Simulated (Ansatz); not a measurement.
**Run report: TiCo3, single-point calculation**

TiCo3 (Pm-3m, 4 atoms in the cell), computed with DFT PBEsol, scalar-relativistic, plane waves, PAW, spin-polarised (Ansatz 0.2.0).

The structure derives from an entry of the Crystallography Open Database. Figures and captions count atoms from 1; the log counts them from 0 in places.

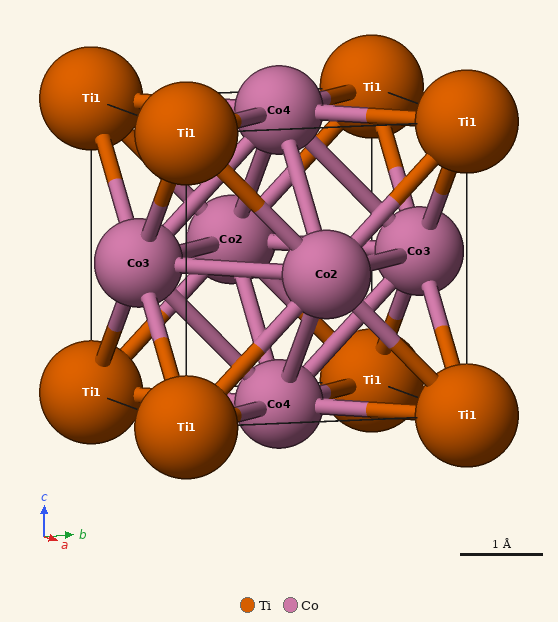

*The input geometry (ball-and-stick view of the cell of the calculation, seen slightly off an axis; atoms are numbered from 1 in the order of the input). An atom can appear more than once, as a periodic image.*

Near neighbours in the periodic cell (some may lie outside the picture): Ti has 12 Co at 2.56 Å; Co has 8 Co at 2.56 Å and 4 Ti at 2.56 Å.

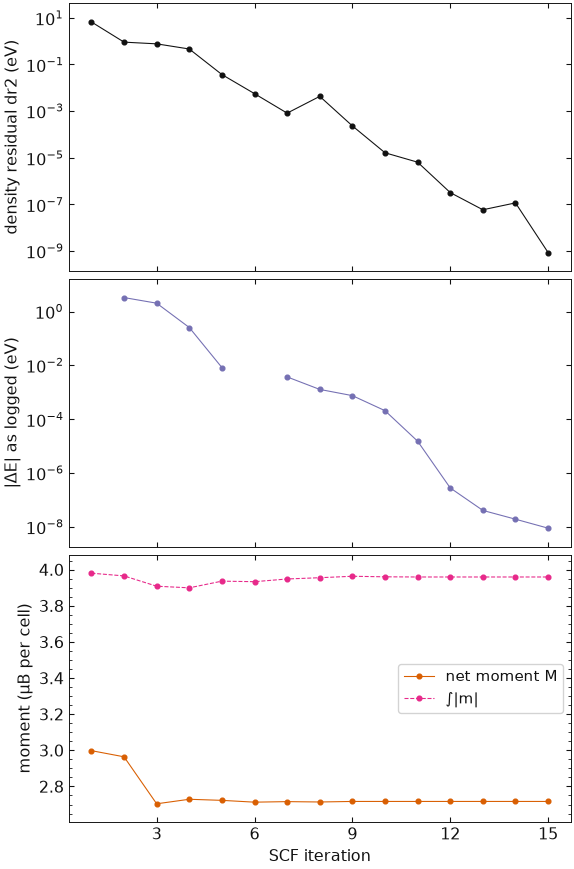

*Convergence of the self-consistent field: density residual dr2, size of the energy change and magnetic moment against the SCF iteration.*

The residual comes down, with one marked jump up, by a factor of about 5, at step 8. The net moment goes from 3.0 to 2.7 μB per cell.

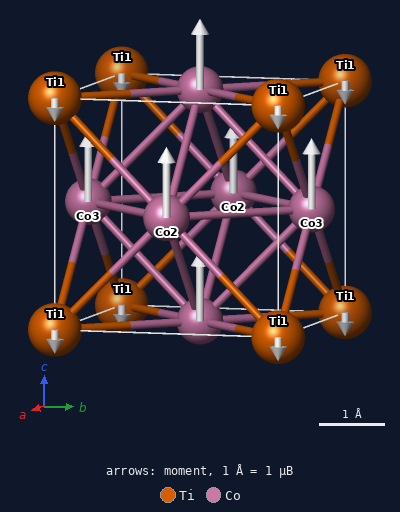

*Magnetic moments of the sites as white arrows (ball-and-stick view of the cell of the calculation, seen slightly off an axis; atoms are numbered from 1 in the order of the input); small moments hardly show. The run is collinear, so the axis drawn is arbitrary.*

Site moments: all 3 Co atoms (1.11 μB); Ti1 (−0.38 μB). They are counted near the atoms and needn't add up to the moment of the cell.

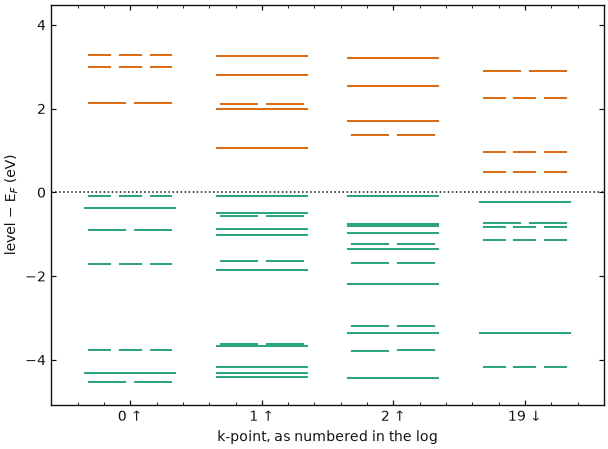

*Kohn–Sham levels near the Fermi level (dotted) at the few k-points that the log prints; levels within 0.02 eV of each other stand side by side.*

The system is metallic on the full mesh.

The input that produced these results follows, with the program's output.

**Input**
```yaml
crystal:
  lattice:
    - [3.614, 0.0, 0.0]
    - [0.0, 3.614, 0.0]
    - [0.0, 0.0, 3.614]
  atoms:
    - { symbol: Ti, position: [0.0, 0.0, 0.0] }
    - { symbol: Co, position: [0.0, 0.5, 0.5], spin: 3.0 }
    - { symbol: Co, position: [0.5, 0.0, 0.5], spin: 3.0 }
    - { symbol: Co, position: [0.5, 0.5, 0.0], spin: 3.0 }
basis:
  ecutwfc: 420
kpoints:
  mp_grid: { grid: [6, 6, 6] }
hamiltonian:
  xc: pbesol
scf:
  occupations: { method: gaussian, width: 0.1 }
output:
  forces: true
  stress: true
  eigenvalues: true
  populations: true
magnetization:
  spin_polarized: true
```

Launch command:
```bash
ansatz run input.yaml --threads 1 --pin off --max-ram 2560MiB --backend cpu --events-out ev --progress --plain --runs-dir out
```

**What the program printed**
```
Engine: ansatz 0.2.0, x86_64-unknown-linux-gnu
Pseudopotentials: kind: paw
Pseudopotential: Ti, paw, valence charge 12, recommended cutoff 420 eV (normal), Ti.paw.azcp
Pseudopotential: Co, paw, valence charge 17, recommended cutoff 420 eV (normal), Co.paw.azcp
Functional definition: PBEsol
  exchange = pbesol_x
  correlation = pbesol_c
Crystal: 4 atoms, lattice volume = 47.202 Å³
Basis set: ecut = 420 eV, 925 PW (Γ), exchange–correlation on 50×50×50 points (8 copies of the dense FFT grid, shifted against one another)
Bands: 44, of which v1, the nominal top of the filled ones, is band 32 counted from 1 (31 counted from 0)
Symmetry: 48 space group operations
Space group: Pm-3m (ITA 221), of the structure as read, at distance tolerance 3.6e-5 Å
Magnetic group: BNS 221.92 (UNI 1594), of the structure as read, at distance tolerance 3.6e-5 Å
k-points: 20 of 216
Non-local potential: Ti, projectors of the file, l = 0: 3, l = 1: 2, l = 2: 3, l = 3: 1
Non-local potential: Co, projectors of the file, l = 0: 3, l = 1: 2, l = 2: 3, l = 3: 1
PAW form: soft (Blöchl's): semilocal exchange-correlation on the pseudo side does not see the compensation charge
PAW frozen core: Ti, regenerated for the run's functional, and the local potential with it (the file was generated under x = pbe(κ = 0.804, μ = 0.2195149727645171), c = pbe(β = 0.06672455060314922))
PAW frozen core: Co, regenerated for the run's functional, and the local potential with it (the file was generated under x = pbe(κ = 0.804, μ = 0.2195149727645171), c = pbe(β = 0.06672455060314922))
PAW one-centre angular grid: Ti, 590 points (default); XC on 64 Gauss nodes
PAW one-centre angular grid: Co, 590 points (default); XC on 64 Gauss nodes
Initial density: superposition of atomic densities (chi_scale 0.1, normalization cell)
Starting moments: Σ|m| = 9 μB on 3 of 4 sites
Initial wavefunctions: pseudopotential atomic-orbital guess
Functional: x = pbesol(κ = 0.804, μ = 0.12345679012345678), c = pbesol(β = 0.046)
SCF iter   1: F=—  HF=-17755.495553 eV  |F-HF|=—  |Δ(HF+E_count)|=         —  Δρ=2.66e-1 (↑2.66e-1 ↓1.28e-1)  dr2=6.58e0  dr2_m=1.64e1  M=2.998 μB ∫|m|=3.980 μB  β_m=0.30  ethr=3.10e-3  ⟨swp⟩=5.8  Hψ=5639  notcnv=0  defer=16
Mixer restart at iter 1: flushing history
preconditioner: auto → Kerker (q_TF=auto, 2.863 Å⁻¹)  [metal: Δε(μ)=0.057 eV  Ē_g=12.178 eV  σ=0.100 eV  W_gap=0.29  n_scr=18 (ndim 8)  ℏωp=32.9 eV  f_vac=0.000  D(μ)=4.29/eV (n_scr^D=56)]
spin=Collinear: Kerker preconditioning applied to the charge; magnetization (m = ρ↑ − ρ↓) channel mixes plain (no charge-response kernel on spin).
SCF iter   2: F=—  HF=-17752.195947 eV  |F-HF|=—  |Δ(HF+E_count)|=    3.30e0  Δρ=1.41e-1 (↑1.41e-1 ↓1.34e-1)  dr2=8.97e-1  dr2_m=7.95e0  M=2.964 μB ∫|m|=3.965 μB  β_m=0.53  ethr=3.10e-3  ⟨swp⟩=2.0  Hψ=2981  notcnv=0  defer=166
SCF iter   3: F=—  HF=-17754.232055 eV  |F-HF|=—  |Δ(HF+E_count)|=    2.04e0  Δρ=7.13e-2 (↑7.13e-2 ↓2.42e-2)  dr2=7.58e-1  dr2_m=8.55e-1  M=2.704 μB ∫|m|=3.908 μB  β_m=0.53  ethr=1.42e-3  ⟨swp⟩=3.1  Hψ=3684  notcnv=0  defer=169
SCF iter   4: F=—  HF=-17753.976982 eV  |F-HF|=—  |Δ(HF+E_count)|=   2.55e-1  Δρ=1.62e-2 (↑1.45e-2 ↓1.62e-2)  dr2=4.56e-1  dr2_m=1.36e-3  M=2.729 μB ∫|m|=3.899 μB  β_m=0.69  ethr=1.20e-3  ⟨swp⟩=2.2  Hψ=2876  notcnv=0  defer=168
SCF iter   5: F=—  HF=-17753.968666 eV  |F-HF|=—  |Δ(HF+E_count)|=   8.32e-3  Δρ=5.26e-3 (↑5.26e-3 ↓5.09e-3)  dr2=3.67e-2  dr2_m=6.73e-4  M=2.723 μB ∫|m|=3.936 μB  β_m=0.63  ethr=7.24e-4  ⟨swp⟩=2.0  Hψ=2168  notcnv=0  defer=168
SCF iter   6: F=—  HF=-17753.957501 eV  |F-HF|=—  |Δ(HF+E_count)|=         —  Δρ=3.21e-3 (↑3.21e-3 ↓2.75e-3)  dr2=5.56e-3  dr2_m=1.74e-4  M=2.713 μB ∫|m|=3.933 μB  β_m=0.63  ethr=5.82e-5  ⟨swp⟩=2.1  Hψ=2973  notcnv=0  defer=168
Mixer restart at iter 6: flushing history
SCF iter   7: F=—  HF=-17753.961234 eV  |F-HF|=—  |Δ(HF+E_count)|=   3.73e-3  Δρ=1.30e-3 (↑5.53e-4 ↓1.30e-3)  dr2=8.14e-4  dr2_m=9.95e-5  M=2.716 μB ∫|m|=3.948 μB  β_m=0.79  ethr=8.82e-6  ⟨swp⟩=2.0  Hψ=2693  notcnv=0  defer=168
SCF iter   8: F=—  HF=-17753.962516 eV  |F-HF|=—  |Δ(HF+E_count)|=   1.28e-3  Δρ=1.89e-3 (↑1.80e-3 ↓1.89e-3)  dr2=4.26e-3  dr2_m=7.86e-6  M=2.714 μB ∫|m|=3.955 μB  β_m=0.75  ethr=1.29e-6  ⟨swp⟩=2.0  Hψ=2978  notcnv=0  defer=168
SCF iter   9: F=—  HF=-17753.961763 eV  |F-HF|=—  |Δ(HF+E_count)|=   7.53e-4  Δρ=7.78e-4 (↑7.78e-4 ↓4.73e-4)  dr2=2.31e-4  dr2_m=1.66e-5  M=2.717 μB ∫|m|=3.963 μB  β_m=0.80  ethr=1.29e-6  ⟨swp⟩=2.0  Hψ=3030  notcnv=0  defer=168
SCF iter  10: F=—  HF=-17753.961971 eV  |F-HF|=—  |Δ(HF+E_count)|=   2.08e-4  Δρ=2.06e-4 (↑2.06e-4 ↓9.66e-5)  dr2=1.63e-5  dr2_m=1.71e-6  M=2.717 μB ∫|m|=3.960 μB  β_m=0.90  ethr=3.66e-7  ⟨swp⟩=2.0  Hψ=3027  notcnv=0  defer=168
SCF iter  11: F=—  HF=-17753.961986 eV  |F-HF|=—  |Δ(HF+E_count)|=   1.53e-5  Δρ=7.35e-5 (↑7.35e-5 ↓5.89e-5)  dr2=6.44e-6  dr2_m=6.98e-8  M=2.717 μB ∫|m|=3.959 μB  β_m=0.95  ethr=2.59e-8  ⟨swp⟩=2.0  Hψ=2439  notcnv=0  defer=168
SCF iter  12: F=—  HF=-17753.961986 eV  |F-HF|=—  |Δ(HF+E_count)|=   2.81e-7  Δρ=2.03e-5 (↑2.03e-5 ↓1.25e-5)  dr2=3.21e-7  dr2_m=7.48e-9  M=2.717 μB ∫|m|=3.959 μB  β_m=0.97  ethr=1.02e-8  ⟨swp⟩=2.5  Hψ=2438  notcnv=0  defer=168
SCF iter  13: F=—  HF=-17753.961986 eV  |F-HF|=—  |Δ(HF+E_count)|=   4.11e-8  Δρ=8.03e-6 (↑2.67e-6 ↓8.03e-6)  dr2=5.89e-8  dr2_m=5.19e-9  M=2.717 μB ∫|m|=3.959 μB  β_m=0.99  ethr=5.09e-10  ⟨swp⟩=2.2  Hψ=2476  notcnv=0  defer=168
SCF iter  14: F=—  HF=-17753.961986 eV  |F-HF|=—  |Δ(HF+E_count)|=   1.94e-8  Δρ=8.45e-6 (↑6.34e-6 ↓8.45e-6)  dr2=1.16e-7  dr2_m=6.00e-10  M=2.717 μB ∫|m|=3.959 μB  β_m=0.99  ethr=9.34e-11  ⟨swp⟩=1.7  Hψ=1828  notcnv=0  defer=168
SCF iter  15: F=-17753.961986 eV  HF=-17753.961986 eV  |F-HF|=7.35e-10  |Δ(HF+E_count)|=   9.01e-9  Δρ=7.70e-7 (↑6.98e-7 ↓7.70e-7)  dr2=8.65e-10  dr2_m=1.85e-12  M=2.717 μB ∫|m|=3.959 μB  ethr=9.34e-11  ⟨swp⟩=7.2  Hψ=5826  notcnv=0
SCF 1 converged in 15 iterations: F = -17753.961986 eV  dr2 = 8.65e-10
  greatest PAW one-centre occupation: 1.001 electrons in one spin orbital (limit 2), on the Co atom at site 2 (counted from 0), in its partial waves of l = 1
SCF converged after 15 iterations
Magnetization: 2.7166 μB (32.8583 up, 30.1417 down)
Absolute magnetization: 3.9596 μB (∫|ρ↑−ρ↓|, with the PAW one-centre terms)
Spin contamination: 0.1540 ħ² per cell (⟨S²⟩ above its minimum at these occupations)
Per-site moments (μB) at R_I (Å): [(-0.3758510795734103, 1.0541371117233753), (1.1072913929603234, 1.0541371117233753), (1.1072913929603239, 1.0541371117233753), (1.1072913929603243, 1.0541371117233753)]
Free energy (F): -17753.961986 eV
Harris-Foulkes:  -17753.961986 eV  (|F-HF|=7.35e-10)
Internal energy: -17753.939821 eV  (E = F + TS)
E sigma→0 (E₀):  -17753.950903 eV
Entropy (-TS):   -0.022166 eV (-5.541 meV/atom)
Fermi energy:    17.518206 eV
--- Per-component energies (eV) ---
  E_band       = -881.088035
  E_kinetic    = 1639.650436
  E_local      = -9632.571188  (includes V_loc(G=0)·N_el)
  E_nonlocal   = 1373.231223
  E_hartree    = 4054.330437
  E_xc         = -571.771252
  E_vxc        = -737.464132  (∫ρ·V_xc dr)
  E_paw        = -5470.100906  (= ΣΔE_a)
  E_vpaw       = -1632.598140  (= ΣTr[D̂ρ^β])
  E_aug_tail   = 0.000310  (compensation charges beyond the density's cutoff)
  E_ewald      = -9147.413523
  E_core_change = 0.704642  (= ΣΔE_core)
  E_smearing   = -0.022166  (= −TS)
  E_closure    = -0.000000  (closes the sum)
  Σ components = -17753.961986   (vs F -17753.961986, Δ=0.00e0)
--- Forces (eV/Å), atoms counted from 1 ---
  atom   1  Ti    -0.00000000    -0.00000000    -0.00000000
  atom   2  Co     0.00000000    -0.00000000     0.00000000
  atom   3  Co     0.00000000    -0.00000000     0.00000000
  atom   4  Co     0.00000000     0.00000000     0.00000000
  max |Σ_I F_I| component: 1.93e-28 eV/Å
--- Stress (GPa, compression-positive) ---
      -10.202577       0.000000      -0.000000
        0.000000     -10.202577       0.000000
       -0.000000       0.000000     -10.202577
  P = ⅓ Tr σ = -10.2026 GPa (-102.026 kbar)
--- Band table (eV; the first three rows and the last of 40) ---
  k-point 0 ↑: bands = ["-77.6165", "-77.5775", "-77.5775", "-41.1346", "-41.1346", "-41.1346", "-40.9340", "-40.9340", "-40.9340", "-40.9208", "-40.9208", "-40.9208", "-38.6190", "-14.9866", "-14.9866", "-14.9866", "9.4347", "12.9899", "12.9899", "13.2032", "13.7466", "13.7466", "13.7466", "15.8007", "15.8007", "15.8007", "16.6273", "16.6273", "17.1499", "17.4421", "17.4421", "17.4421", "19.6542", "19.6542", "20.5063", "20.5063", "20.5063", "20.8040", "20.8040", "20.8040", "28.3297", "28.4218", "28.4218", "30.7511"]
  k-point 1 ↑: bands = ["-77.6141", "-77.5798", "-77.5775", "-41.1302", "-41.1302", "-41.1271", "-40.9360", "-40.9360", "-40.9345", "-40.9314", "-40.9232", "-40.9232", "-38.6158", "-15.0016", "-14.9872", "-14.9872", "9.7957", "13.1006", "13.2075", "13.3482", "13.8615", "13.8900", "13.8900", "15.6694", "15.8855", "15.8855", "16.4943", "16.6432", "16.9634", "16.9634", "17.0191", "17.4424", "18.5723", "19.5157", "19.6274", "19.6274", "20.3131", "20.7796", "22.1847", "22.1847", "28.2449", "28.2723", "30.0187", "30.2514"]
  k-point 2 ↑: bands = ["-77.6081", "-77.5857", "-77.5775", "-41.1208", "-41.1208", "-41.1091", "-40.9555", "-40.9427", "-40.9427", "-40.9355", "-40.9258", "-40.9258", "-38.6093", "-15.0314", "-14.9884", "-14.9884", "10.8062", "13.0907", "13.7347", "13.7447", "14.1657", "14.3154", "14.3154", "15.3313", "15.8403", "15.8403", "16.1541", "16.2822", "16.2822", "16.5525", "16.7203", "16.7695", "17.4431", "18.8909", "18.8909", "19.2334", "20.0613", "20.7326", "24.1352", "24.1352", "27.8871", "27.9319", "28.6277", "28.6277"]
  k-point 19 ↓: bands = ["-76.2700", "-76.2700", "-76.2700", "-39.8302", "-39.7997", "-39.7997", "-39.7997", "-39.6477", "-39.6477", "-39.6477", "-39.6082", "-39.6082", "-38.9691", "-15.3853", "-15.3853", "-15.3853", "13.3578", "13.3578", "13.3578", "14.1626", "16.3914", "16.3914", "16.3914", "16.6798", "16.6798", "16.6798", "16.7931", "16.7931", "17.2896", "18.0032", "18.0032", "18.0032", "18.4837", "18.4837", "18.4837", "19.7797", "19.7797", "19.7797", "20.4047", "20.4047", "25.4941", "25.4941", "25.4941", "26.6613"]
--- Löwdin populations: 4 sites ---
  site symbol       q [e]    m [muB]
     0     Ti     11.8782    -0.5011
     1     Co     16.7853     1.1141
     2     Co     16.7853     1.1141
     3     Co     16.7853     1.1141
  spilling = 0.012159 (of n_electrons = 63.000000)
```

**File populations.tsv**
```
# site	symbol	l	j	q_up	q_dn
# orbitals = lowdin
# n_electrons = 63.000000
# spilling = 0.012159
0	Ti	0_3S	-	0.965221	0.964166
0	Ti	0_4S	-	0.489680	0.486532
0	Ti	1_3P	-	2.995668	2.996128
0	Ti	2_3D	-	1.237963	1.742847
1	Co	0_3S	-	0.991573	0.991962
1	Co	0_4S	-	0.445540	0.462330
1	Co	1_3P	-	2.997684	2.997789
1	Co	2_3D	-	4.514900	3.383484
2	Co	0_3S	-	0.991573	0.991962
2	Co	0_4S	-	0.445540	0.462330
2	Co	1_3P	-	2.997684	2.997789
2	Co	2_3D	-	4.514900	3.383484
3	Co	0_3S	-	0.991573	0.991962
3	Co	0_4S	-	0.445540	0.462330
3	Co	1_3P	-	2.997684	2.997789
3	Co	2_3D	-	4.514900	3.383484
```

**Results in brief**

| quantity | value |
| --- | --- |
| outcome | converged |
| space group (tolerance 0.01 Å) | Pm-3m (221) |
| electrons treated | 63 |
| free energy | −17753.9620 eV |
| Fermi energy | 17.518 eV |
| gap on the k-point mesh | none (metallic) |
| net moment of the cell | 2.72 μB |
| integrated absolute moment | 3.96 μB |
| pressure | −10.20 GPa |
| largest force (length of the vector) | under 0.001 eV/Å |
| hardware | 1 thread of Intel Xeon (Granite Rapids), 192 GiB of memory available, shared host |
| wall time | 5.5 s |
| peak memory | 0.47 GiB |

**Notes**

The cell is under a tension of 10.2 GPa at this level, so it is not at its equilibrium volume.
